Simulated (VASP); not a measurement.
# Which face does K expose?, part 2 of 4

Which face of K is cheapest, and which holds its electrons hardest?

VASP 6.6.1; PBE; plane waves and PAW (K_pv).

So far. Step 3 (The bulk reference, job self-consistent run, k-mesh …): The run ends at a pressure of -0.01 GPa.

## Step 4: Surface relaxation, 7 atoms, face K(110)

System of this step: K(110). The cell holds 7 atoms: 7 K. Cell: a = 5.288 Å, b = 4.580 Å, c = 37.437 Å, α = 90.0°, β = 90.0°, γ = 54.7°. It derives from K. 7 layers of bcc K, cut at this functional's lattice. Vacuum lies along c.

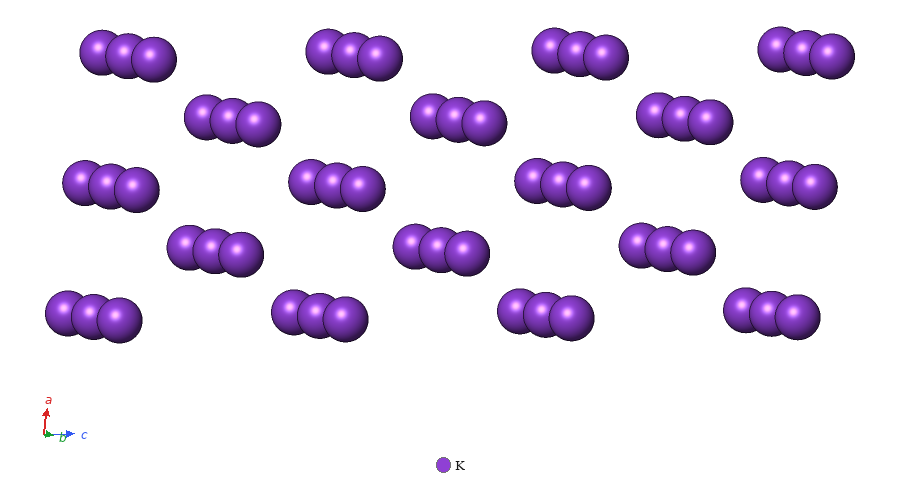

The cell of this step (potassium purple). 2×2×1 cells are drawn. Some periodic images of atoms are drawn too.

All atoms relax at the fixed cell.

Input file INCAR:

```
SYSTEM = K
PREC = Normal
ENCUT = 320
EDIFF = 1E-05
NELM = 120
ISMEAR = 1
SIGMA = 0.15
LREAL = .FALSE.
ALGO = Fast
GGA = PE
NBANDS = 31
LORBIT = 11
LWAVE = .FALSE.
LCHARG = .FALSE.
KPAR = 4
LASPH = .TRUE.
IBRION = 2
NSW = 40
ISIF = 2
EDIFFG = -0.03
POTIM = 0.4
MAXMIX = 40
```

Input file POSCAR:

```
K
1.0
    5.2883596070      0.0000000000      0.0000000000
    2.6441798035      3.7394349395      0.0000000000
    0.0000000000      0.0000000000     37.4366096368
K
7
Direct
    0.0000000000      0.0000000000      0.2003386500
    0.5000000000      0.0000000000      0.3002257700
    0.0000000000      0.0000000000      0.4001128800
    0.5000000000      0.0000000000      0.5000000000
    0.0000000000      0.0000000000      0.5998871200
    0.5000000000      0.0000000000      0.6997742300
    0.0000000000      0.0000000000      0.7996613500
```

Input file KPOINTS:

```
Automatic mesh
0
Gamma
8 8 1
0 0 0
```

PAW data sets: K_pv (PBE family, release 64).

The run is started by

```console
$ mpirun -np 4 vasp_std
```

Output:

```text
[banner, memory and clock lines left out]
running    4 mpi-ranks, on    1 nodes
 distrk:  each k-point on    1 cores,    4 groups
 distr:  one band on    1 cores,    1 groups

 POSCAR found type information on POSCAR K
 POSCAR found :  1 types and       7 ions
 LDA part: xc-table for (Slater+PW92), standard interpolation
 POSCAR, INCAR and KPOINTS ok, starting setup
 FFT: planning ... GRIDC
 FFT: planning ... GRID_SOFT
 FFT: planning ... GRID
 WAVECAR not read
 entering main loop
       N       E                     dE             d eps       ncg     rms          rms(c)
DAV:   1     0.105890844387E+03    0.10589E+03   -0.16574E+04  1806   0.786E+02
DAV:   2    -0.326948881354E+01   -0.10916E+03   -0.10424E+03  1463   0.169E+02
DAV:   3    -0.696114819192E+01   -0.36917E+01   -0.35719E+01  1603   0.249E+01
DAV:   4    -0.707151848150E+01   -0.11037E+00   -0.11019E+00  1636   0.397E+00
DAV:   5    -0.707653258226E+01   -0.50141E-02   -0.50132E-02  1696   0.649E-01    0.370E+00
RMM:   6    -0.727355487575E+01   -0.19702E+00   -0.31669E-01  1457   0.122E+00    0.260E+00
RMM:   7    -0.716350490620E+01    0.11005E+00   -0.10830E-01  1372   0.102E+00    0.238E+00
RMM:   8    -0.691651146038E+01    0.24699E+00   -0.55505E-02  1436   0.769E-01    0.321E-01
RMM:   9    -0.691664385965E+01   -0.13240E-03   -0.75905E-03  1474   0.308E-01    0.190E-01
RMM:  10    -0.691641990116E+01    0.22396E-03   -0.42851E-03  1399   0.278E-01    0.575E-02
RMM:  11    -0.691646283133E+01   -0.42930E-04   -0.68623E-04  1456   0.968E-02    0.396E-02
RMM:  12    -0.691656214406E+01   -0.99313E-04   -0.67177E-04  1419   0.752E-02    0.194E-02
RMM:  13    -0.691654590561E+01    0.16238E-04   -0.14567E-04  1029   0.328E-02    0.136E-02
RMM:  14    -0.691652693116E+01    0.18974E-04   -0.17313E-04  1353   0.503E-02    0.130E-02
RMM:  15    -0.691650935371E+01    0.17577E-04   -0.28333E-05   923   0.155E-02    0.912E-03
RMM:  16    -0.691654988728E+01   -0.40534E-04   -0.25830E-05   873   0.199E-02    0.357E-03
RMM:  17    -0.691657383431E+01   -0.23947E-04   -0.71172E-06   792   0.103E-02    0.394E-03
RMM:  18    -0.691662394531E+01   -0.50111E-04   -0.14562E-05   682   0.877E-03    0.144E-03
RMM:  19    -0.691663359794E+01   -0.96526E-05   -0.37432E-06   739   0.790E-03
   1 F= -.69166336E+01 E0= -.69168245E+01  d E =-.691663E+01
 curvature:   0.00 expect dE= 0.000E+00 dE for cont linesearch  0.000E+00
 trial: gam= 0.00000 g(F)=  0.120E-04 g(S)=  0.000E+00 ort = 0.000E+00 (trialstep = 0.100E+01)
 search vector abs. value=  0.120E-04
 reached required accuracy - stopping structural energy minimisation
```

Elapsed: 56 s, on 4 MPI ranks of AMD EPYC 7R43, shared host; peak memory 1.4 GiB.

OUTCAR, selected parts (step 4):

```text
  LATTYP: Found a base centered orthorhombic cell.
 ALAT       =     5.2883596070
 B/A-ratio  =     1.4142135624
 C/A-ratio  =     7.0790589935

 Subroutine GETGRP returns: Found  8 space group operations
 (whereof  8 operations were pure point group operations)

The static configuration has the point symmetry D_2h.

 Found     21 irreducible k-points:

   k-points           NKPTS =     21   k-points in BZ     NKDIM =     21   number of bands    NBANDS=     31

   dimension x,y,z NGX =    24 NGY =   20 NGZ =  168
   dimension x,y,z NGXF=    48 NGYF=   40 NGZF=  336

   ENCUT  =  320.0 eV  23.52 Ry    4.85 a.u.   7.71  6.68 54.60*2*pi/ulx,y,z

   NELECT =      49.0000    total number of electrons

 E-fermi :  -1.4794

 k-point     1 :       0.0000    0.0000    0.0000
  band No.  band energies     occupation
    ...
     24      -3.2327      2.00000
     25      -2.8987      2.00000
     26      -2.4857      2.00000
     27      -2.0053      2.00001
     28      -1.4939      1.16236
     29      -0.8446     -0.00000
     30      -0.4741     -0.00000
     31       0.0385     -0.00000

 k-point     2 :       0.1250   -0.0000    0.0000
  band No.  band energies     occupation
    ...
     23      -3.3256      2.00000
     24      -3.0916      2.00000
     25      -2.7602      2.00000
     26      -2.3501      2.00000
     27      -1.8726      2.00132
     28      -1.3634      0.03438
     29      -0.7621     -0.00000
     30      -0.3642     -0.00000
     31       0.1342     -0.00000

  Total       -0.3040655      0.0145659     -0.1324126      0.0000000      0.0000000      0.0000000
  in kB       -0.6580430      0.0315229     -0.2865605      0.0000000      0.0000000      0.0000000
  external PRESSURE =      -0.3043602 kB  Pullay stress =       0.0000000 kB

  energy-cutoff  :      320.00
  volume of cell :      740.33
      direct lattice vectors                 reciprocal lattice vectors
     5.288359607  0.000000000  0.000000000     0.189094554 -0.133710041  0.000000000
     2.644179804  3.739434940  0.000000000     0.000000000  0.267420082  0.000000000
     0.000000000  0.000000000 37.436609637     0.000000000  0.000000000  0.026711821

 POSITION                                       TOTAL-FORCE (eV/Angst)
 -----------------------------------------------------------------------------------
      0.00000      0.00000      7.50000        -0.000000      0.000000      0.010009
      2.64418      0.00000     11.23943        -0.000000      0.000000     -0.007283
      0.00000      0.00000     14.97887         0.000000      0.000000      0.001622
      2.64418      0.00000     18.71830         0.000000      0.000000      0.000000
      0.00000      0.00000     22.45774         0.000000      0.000000     -0.001622
      2.64418      0.00000     26.19717         0.000000      0.000000      0.007283
      0.00000      0.00000     29.93661         0.000000      0.000000     -0.010009
 -----------------------------------------------------------------------------------
    total drift:                                0.000000     -0.000000      0.000000

  FREE ENERGIE OF THE ION-ELECTRON SYSTEM (eV)
  ---------------------------------------------------
  free  energy   TOTEN  =        -6.9166335979 eV

  energy  without entropy=       -6.9172062554  energy(sigma->0) =       -6.91682448

 total charge
# of ion       s       p       d       tot
------------------------------------------
    1        0.155   5.989   0.008   6.152
    2        0.148   6.006   0.012   6.166
    3        0.148   6.008   0.011   6.167
    4        0.147   6.008   0.011   6.166
    5        0.148   6.008   0.011   6.167
    6        0.148   6.006   0.012   6.166
    7        0.155   5.989   0.008   6.152
--------------------------------------------------
tot          1.050  42.014   0.072  43.136

[... 1 part as in an earlier step ...]

[... 7 further parts left out ...]
```

The run keeps the 8 symmetry operations of its start, so it cannot find a distortion of lower symmetry.

Hardly anything moved in the relaxation; the energy changed by under 0.2 meV an atom.

Numbers from this step:

```yaml
electronic_cycles: 19
electrons: 49
free_energy_toten: -6.917 eV
energy_at_zero_smearing: -6.917 eV
fermi_energy: -1.479 eV
```

The start already met the threshold, so nothing moved, which says little where the restoring forces are soft.

## Step 5: Vacuum level and density of states, 7 atoms, face K(110)

A static run writes the electrostatic potential without exchange and correlation (LVHAR), which is flat in the vacuum and gives the level to count from. The dipole correction cancels the field that unlike faces would set up across the vacuum.

Input file INCAR:

```
SYSTEM = K
PREC = Normal
ENCUT = 320
EDIFF = 1E-06
NELM = 120
ISMEAR = 1
SIGMA = 0.15
LREAL = .FALSE.
ALGO = Fast
GGA = PE
NBANDS = 31
LORBIT = 11
LWAVE = .FALSE.
LCHARG = .TRUE.
KPAR = 4
LASPH = .TRUE.
IDIPOL = 3
LDIPOL = .TRUE.
DIPOL = 0.5 0.5 0.5
LVHAR = .TRUE.
LVACPOTAV = .TRUE.
NEDOS = 1500
```

POSCAR is that of step 4.

KPOINTS is that of step 4.

The run is started by

```console
$ mpirun -np 4 vasp_std
```

Output:

```text
[... set-up lines as in an earlier step ...]
 entering main loop
       N       E                     dE             d eps       ncg     rms          rms(c)
[... 1 cycle as in an earlier step ...]
DAV:   2    -0.326948881337E+01   -0.10916E+03   -0.10424E+03  1463   0.169E+02
DAV:   3    -0.696114819188E+01   -0.36917E+01   -0.35719E+01  1603   0.249E+01
DAV:   4    -0.707151848147E+01   -0.11037E+00   -0.11019E+00  1636   0.397E+00
DAV:   5    -0.707653258227E+01   -0.50141E-02   -0.50132E-02  1696   0.649E-01    0.370E+00
RMM:   6    -0.727354594327E+01   -0.19701E+00   -0.31661E-01  1689   0.122E+00    0.260E+00
RMM:   7    -0.716423599331E+01    0.10931E+00   -0.12829E-01  1660   0.101E+00    0.237E+00
RMM:   8    -0.691669545934E+01    0.24754E+00   -0.46199E-02  1658   0.750E-01    0.319E-01
RMM:   9    -0.691665801913E+01    0.37440E-04   -0.66234E-03  1688   0.299E-01    0.187E-01
RMM:  10    -0.691642297536E+01    0.23504E-03   -0.40854E-03  1612   0.274E-01    0.574E-02
RMM:  11    -0.691647202227E+01   -0.49047E-04   -0.60748E-04  1691   0.936E-02    0.385E-02
RMM:  12    -0.691655378483E+01   -0.81763E-04   -0.66751E-04  1677   0.733E-02    0.181E-02
RMM:  13    -0.691654482293E+01    0.89619E-05   -0.12515E-04  1691   0.320E-02    0.130E-02
RMM:  14    -0.691652863075E+01    0.16192E-04   -0.13696E-04  1667   0.437E-02    0.109E-02
RMM:  15    -0.691651075670E+01    0.17874E-04   -0.23572E-05  1536   0.142E-02    0.797E-03
RMM:  16    -0.691656297788E+01   -0.52221E-04   -0.29779E-05  1641   0.216E-02    0.444E-03
RMM:  17    -0.691657532062E+01   -0.12343E-04   -0.46211E-06  1204   0.780E-03    0.369E-03
RMM:  18    -0.691662556857E+01   -0.50248E-04   -0.13581E-05  1265   0.980E-03    0.131E-03
RMM:  19    -0.691663344004E+01   -0.78715E-05   -0.22516E-06  1080   0.537E-03    0.154E-03
RMM:  20    -0.691663578902E+01   -0.23490E-05   -0.86075E-07   885   0.360E-03    0.405E-04
RMM:  21    -0.691663795122E+01   -0.21622E-05   -0.56846E-07   879   0.249E-03    0.618E-04
RMM:  22    -0.691663811827E+01   -0.16705E-06   -0.43395E-08   381   0.873E-04
 -----------------------------------------------------------------------------
|                                                                             |
|           W    W    AA    RRRRR   N    N  II  N    N   GGGG   !!!           |
|           W    W   A  A   R    R  NN   N  II  NN   N  G    G  !!!           |
|           W    W  A    A  R    R  N N  N  II  N N  N  G       !!!           |
|           W WW W  AAAAAA  RRRRR   N  N N  II  N  N N  G  GGG   !            |
|           WW  WW  A    A  R   R   N   NN  II  N   NN  G    G                |
|           W    W  A    A  R    R  N    N  II  N    N   GGGG   !!!           |
|                                                                             |
|     Did not find any points to average over, which means that no vacuum     |
|     field-free region was found. Please increase the size of  your cell     |
|     in the dimension of the dipole correction to obtain accurate            |
|     workfunction values.                                                    |
|                                                                             |
 -----------------------------------------------------------------------------

   1 F= -.69166381E+01 E0= -.69168297E+01  d E =0.574725E-03
```

Run time: 68 s. Hardware: 4 MPI ranks; peak memory 1.4 GiB.

OUTCAR, selected parts (step 5):

```text
   NELECT =      49.0000    total number of electrons

 dipolmoment           0.000000      0.000000      0.000000 electrons x Angstroem

 E-fermi :  -1.4792

 k-point     1 :       0.0000    0.0000    0.0000
  band No.  band energies     occupation
    ...
     24      -3.2326      2.00000
     25      -2.8985      2.00000
     26      -2.4856      2.00000
     27      -2.0052      2.00001
     28      -1.4937      1.16221
     29      -0.8445     -0.00000
     30      -0.4768     -0.00000
     31       0.0367     -0.00000

  Total       -0.3048624      0.0137015     -0.1338775      0.0000000      0.0000000      0.0000000
  in kB       -0.6597676      0.0296521     -0.2897308      0.0000000      0.0000000      0.0000000
  external PRESSURE =      -0.3066154 kB  Pullay stress =       0.0000000 kB

 POSITION                                       TOTAL-FORCE (eV/Angst)
 -----------------------------------------------------------------------------------
      0.00000      0.00000      7.50000         0.000000      0.000000      0.010073
      2.64418      0.00000     11.23943         0.000000      0.000000     -0.007775
      0.00000      0.00000     14.97887         0.000000      0.000000      0.001390
      2.64418      0.00000     18.71830         0.000000      0.000000      0.000000
      0.00000      0.00000     22.45774         0.000000      0.000000     -0.001390
      2.64418      0.00000     26.19717        -0.000000      0.000000      0.007775
      0.00000      0.00000     29.93661        -0.000000      0.000000     -0.010073
 -----------------------------------------------------------------------------------
    total drift:                                0.000000     -0.000000      0.000000

  FREE ENERGIE OF THE ION-ELECTRON SYSTEM (eV)
  ---------------------------------------------------
  free  energy   TOTEN  =        -6.9166381183 eV

  energy  without entropy=       -6.9172128430  energy(sigma->0) =       -6.91682969

 vacuum level on the upper side and lower side of the slab         0.864         0.864

[... 9 parts as in an earlier step ...]

[... 8 further parts left out ...]
```

Numbers from this step:

```yaml
electronic_cycles: 22
dipole_moment: 0, 0, 0 e·Å
vacuum_levels: 0.864, 0.864 eV
work_functions_of_the_upper_and_lower_face: 2.343, 2.343 eV
```

The planar average of the electrostatic potential oscillates, so the rows of the table below give means over windows of 3.79 Å about each position, cut where the curve ends. Its maxima inside the range that stand out by 2 % of the span (Å: eV): 9.4: 1.84, 11.3: 0.961, 13.1: 1.83, 15.0: 0.964, 16.8: 1.84, 18.7: 0.939, 20.6: 1.84, 22.4: 0.964, 24.3: 1.83, 26.2: 0.961, 28.1: 1.84. Its minima: 6.7: 0.559, 10.5: 0.837, 12.0: 0.871, 14.3: 0.849, 15.7: 0.872, 17.9: 0.842, 19.5: 0.842, 21.7: 0.872, 23.2: 0.849, 25.4: 0.871, 27.0: 0.837, 30.8: 0.559.

Zero at the Fermi level. The planar average of the electrostatic potential by height; means over each step:

```
height (Å)  planar average of the electrostatic potential (eV)
      1.90                                                2.34
      5.69                                                1.51
      9.48                                                1.17
     13.27                                                1.17
     17.06                                                1.17
     20.85                                                1.17
     24.64                                                1.17
     28.43                                                1.15
     32.22                                                1.69
     36.01                                                2.35
```

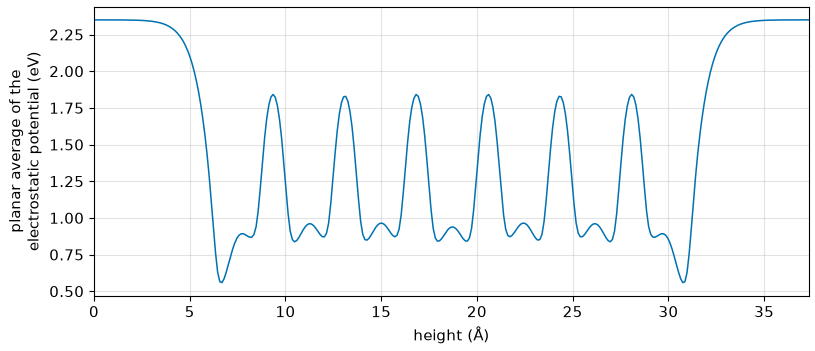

Planar average of the electrostatic potential, plotted against height.

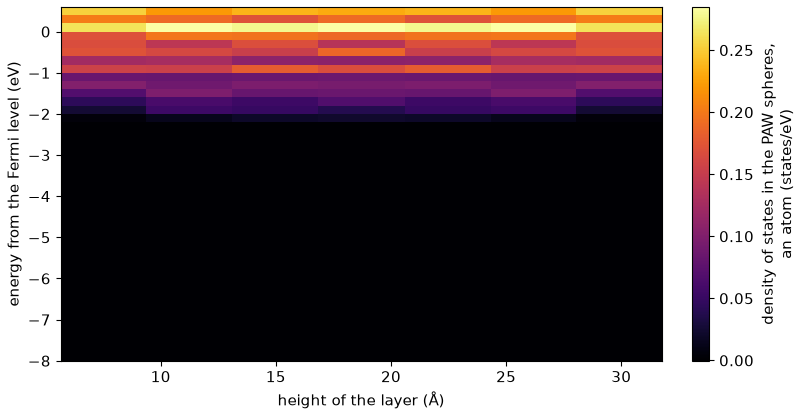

Density of states in the PAW spheres, an atom over height of the layer and energy from the Fermi level.

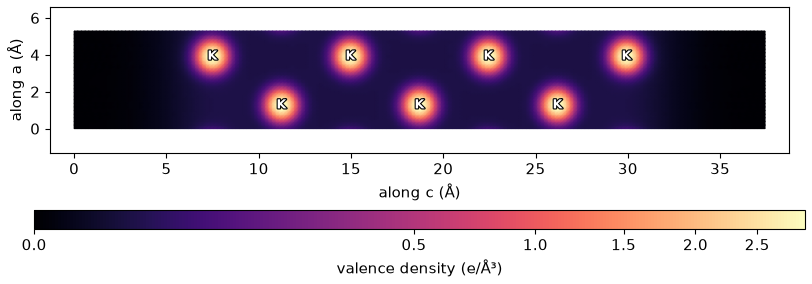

Valence density in the ca plane at fractional y = 0.000, with atoms of K within 0.2 Å of it. It is the smooth field of the valence electrons, not physical close to the nuclei. The map starts off the cell's origin, so that atoms lie inside it. The colour scale is stretched toward low values.

The map of layer states is cut here 0.5 eV above the Fermi level, so it leaves out the states above that.

The vacuum level lies 2.34 eV above the Fermi level at the upper face; both faces agree, as the slab has next to no dipole.

The program warns that it found no field-free vacuum at its default tolerance, so these levels carry more doubt.

On this mesh the fine structure of the density of states is sampling noise, and high empty states may be cut by the number of bands.

(Continued in part 3 of 4.)

[Lines on the potential files, build, host, timing and source positions are cut from VASP's logs without a mark.]

[Logs are printed without paths, hosts, clocks, repeated set-up lines and the standing remarks that a program may print on its own settings, such as how far it seeks lower states.]

[Hosts, paths, dates, database ids (printed as entryN), source tags and the programs' standing remarks are cut or masked in the printed files.]

[Runs that stopped without an error message from VASP are left out.]
